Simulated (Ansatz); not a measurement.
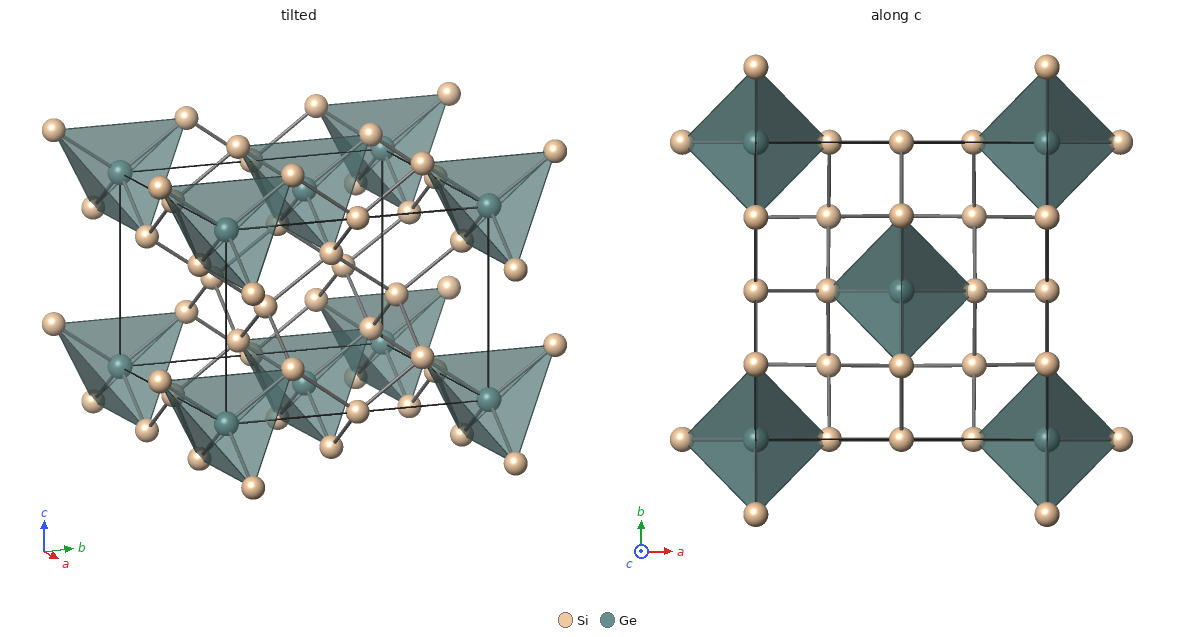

This polyhedral model is shown slightly off an axis and along the c axis. One conventional unit cell is framed, with atoms on its boundary repeated. Some neighbours outside the box are added.

Si7Ge, space group Cmm2 (No. 35), a = 7.64 Å, b = 7.80 Å, c = 5.46 Å, α = 90.00°, β = 90.00°, γ = 90.00°.

Theory: DFT PBEsol, scalar-relativistic, plane waves, PAW in Ansatz 0.2.0. Numerical settings: plane waves to 420 eV, k-points about 0.14 Å⁻¹ apart, Gaussian smearing of 0.01 eV, no spin polarisation.

**Is the electronic structure metallic or gapped?**

A semiconductor at this level, with a gap of 0.17 eV on the k-mesh (the true edges may lie between mesh points, so the gap can be somewhat smaller).

The cell started as a structure listed in the Materials Project. The cell was then strained or its atoms displaced on purpose. The atoms were relaxed in a fixed cell with DFT PBEsol, scalar-relativistic, plane waves, PAW in Ansatz.
